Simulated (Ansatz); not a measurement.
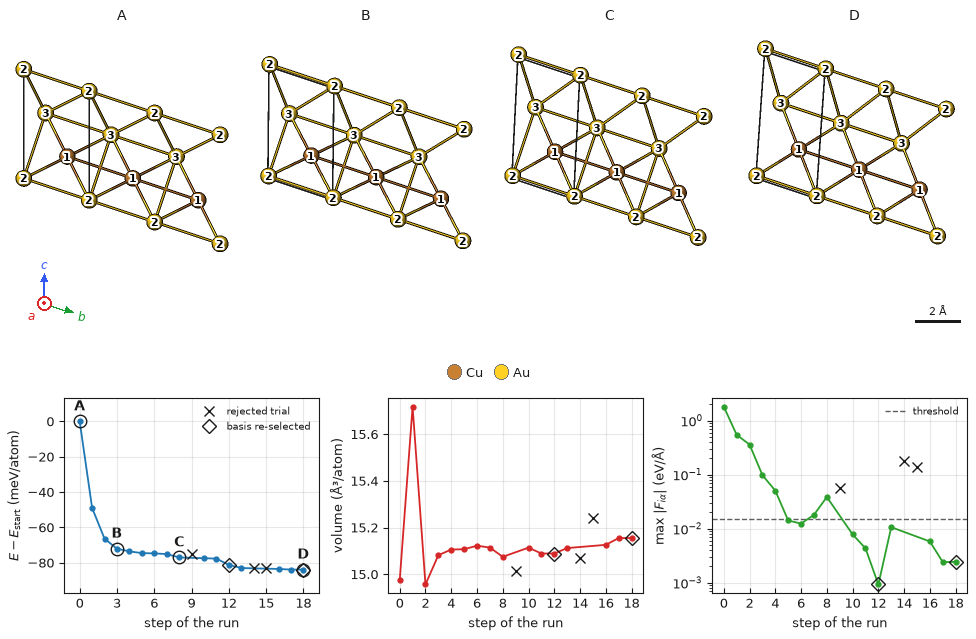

Frames of a relaxation of crystalline CuAu2 (set up in I4/mmm), marked on the history of the run. A ball-and-stick model of the cell of the calculation, repeated 1 × 3 × 1 with one cell outlined, seen along the a axis.

Case: 1 of 3 Au sites taken by Cu, cell and atoms relaxed.

Theory: DFT PBEsol, scalar-relativistic, plane waves, PAW in Ansatz 0.2.0.

Input
```yaml
crystal:
  lattice:
    - [0.0, 0.0, -3.105430596]
    - [-3.105430596, 0.0, 0.0]
    - [1.552715298, 4.6581458941, 1.552715298]
  atoms:
    - { symbol: Cu, position: [0.6666666667, 0.6666666667, 0.3333333333] }
    - { symbol: Au, position: [0.0, 0.0, 0.0] }
    - { symbol: Au, position: [0.3333333333, 0.3333333333, 0.6666666667] }
basis:
  ecutwfc: 420
kpoints:
  mp_grid: { grid: [14, 14, 14] }
hamiltonian:
  xc: pbesol
scf:
  occupations: { method: gaussian, width: 0.1 }
output:
  forces: true
  stress: true
  eigenvalues: true
relax:
  adjacent_minimum: "off"
  f_tol: 0.015
  max_steps: 60
  cell: { stress_tol: 0.15 }
```

Run as
```bash
ansatz run input.yaml --threads 1 --pin off --max-ram 2560MiB --backend cpu --events-out ev --progress --plain --runs-dir out
```

> What happens along the run?

After 13 accepted moves (18 points after the start) the energy has fallen by 83.8 meV per atom. The largest force component goes from 1.8 to 0.0024 eV/Å. Pressure: 4.95 GPa at the start and −0.03 GPa at the end. The line search rejected the trial steps at points 9, 14, 15 of the run. The SCF was repeated twice at an unchanged geometry on a basis and grid sized afresh for the cell, which shifted the energy by 3.5 meV per atom at most. The largest moves relative to the cell, 0.13 Å, are those of Au2 and Au3. Au3 goes along [−1 −1 −2]. Cu stays in place. The volume changes by +1.2 %, with a = b 3.105 → 2.862 Å (−7.8 %), c 5.150 → 5.908 Å (+14.7 %), α 107.5° → 104.0°, β 107.5° → 104.0°. Among the contacts that change: Au2–Au3 3.105 → 3.446 Å, Cu1–Cu1 3.105 → 2.862 Å, Au2–Au2 3.105 → 2.862 Å, Au2–Au3 (another image) 2.689 → 2.920 Å. The space group stays I4/mmm (No. 139). From step 0 to 3: Au atoms move most (0.11 Å), volume +0.7 %, energy −72.0 meV per atom. From step 3 to 8: energy −4.9 meV per atom. From step 8 to 18: volume +0.5 %, energy −6.9 meV per atom.

| step | E − E(0), meV/atom | largest force component, eV/Å | pressure, GPa | volume, Å³/atom | note |
| --- | --- | --- | --- | --- | --- |
| 0 | 0.00 | 1.8121 | 4.95 | 14.974 |  |
| 1 | -48.95 | 0.5455 | -4.79 | 15.718 |  |
| 2 | -66.36 | 0.3605 | 2.48 | 14.957 |  |
| 3 | -72.00 | 0.0979 | 0.64 | 15.082 |  |
| 4 | -73.51 | 0.0505 | 0.30 | 15.106 |  |
| 5 | -74.49 | 0.0142 | 0.22 | 15.108 |  |
| 6 | -74.66 | 0.0124 | 0.03 | 15.123 |  |
| 7 | -75.03 | 0.0181 | 0.10 | 15.115 |  |
| 8 | -76.94 | 0.0385 | 0.36 | 15.075 |  |
| 9 | -75.10 | 0.0575 | 0.58 | 15.013 | rejected |
| 10 | -77.38 | 0.0079 | -0.18 | 15.114 |  |
| 11 | -77.62 | 0.0043 | 0.02 | 15.089 |  |
| 12 | -81.16 | 0.0009 | 0.55 | 15.089 | same geometry, new basis |
| 13 | -82.93 | 0.0107 | 0.36 | 15.112 |  |
| 14 | -82.66 | 0.1815 | 0.99 | 15.070 | rejected |
| 15 | -82.80 | 0.1365 | -0.96 | 15.243 | rejected |
| 16 | -83.47 | 0.0058 | 0.24 | 15.126 |  |
| 17 | -83.83 | 0.0024 | -0.02 | 15.155 |  |
| 18 | -83.84 | 0.0024 | -0.03 | 15.155 | same geometry, new basis |
